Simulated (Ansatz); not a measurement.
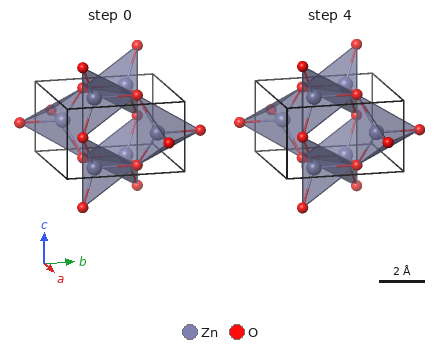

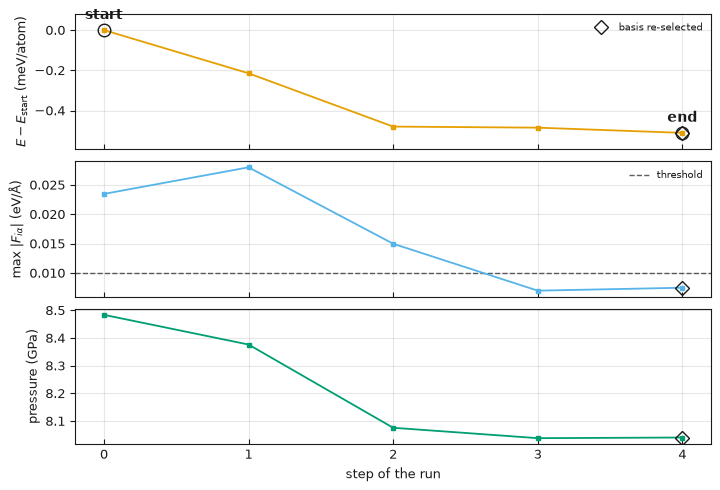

First and last geometry of a relaxation of solid ZnO (set up in P4_2/mnm), with the history of the run. A polyhedral model of the cell of the calculation, seen slightly off an axis.

These are results of DFT PBE, scalar-relativistic, plane waves, PAW in Ansatz 0.2.0, not measurements.

Input
```yaml
crystal:
  lattice:
    - [5.4743172502, 0.0, 0.0]
    - [0.0, 5.4743172502, 0.0]
    - [0.0, 0.0, 3.2351230285]
  atoms:
    - { symbol: Zn, position: [0.1826309488, 0.1826309488, 0.5] }
    - { symbol: Zn, position: [0.8173690512, 0.8173690512, 0.5] }
    - { symbol: Zn, position: [0.6826309488, 0.3173690512, 0.0] }
    - { symbol: Zn, position: [0.3173690512, 0.6826309488, 0.0] }
    - { symbol: O, position: [0.817658739, 0.182341261, 0.5] }
    - { symbol: O, position: [0.182341261, 0.817658739, 0.5] }
    - { symbol: O, position: [0.682341261, 0.682341261, 0.0] }
    - { symbol: O, position: [0.317658739, 0.317658739, 0.0] }
basis:
  ecutwfc: 420
kpoints:
  mp_grid: { grid: [6, 6, 8] }
hamiltonian:
  xc: pbe
scf:
  occupations: { method: gaussian, width: 0.02 }
output:
  forces: true
  stress: true
  eigenvalues: true
relax:
  adjacent_minimum: "off"
  f_tol: 0.01
  max_steps: 30
  cell: { stress_tol: 0.1, fix: [volume] }
```

Launched with:
```bash
ansatz run input.yaml --threads 1 --pin off --max-ram 2560MiB --backend cpu --events-out ev --progress --plain --runs-dir out
```

### Read the history and describe the run.

It converged. The largest moves relative to the cell, 0.012 Å, are those of O5, O6, O7 and O8. O8 goes along [−1 −1 0]. By element the largest moves are O 0.012 Å, Zn 0.010 Å. The drawn cell changes at constant volume: a = b 5.474 → 5.445 Å (−0.5 %), c 3.235 → 3.270 Å (+1.1 %). Some distances before and after: Zn1–O5 1.998 → 2.003 Å. The space group stays P4_2/mnm (No. 136). The energy falls by 0.5 meV per atom in 3 accepted moves (4 points after the start). The largest force component goes from 0.023 to 0.0075 eV/Å. The pressure goes from 8.48 to 8.04 GPa. At 1 point the geometry stayed and the basis and grid were re-selected for the new cell (energy shift of less than 0.05 meV per atom at most each time).
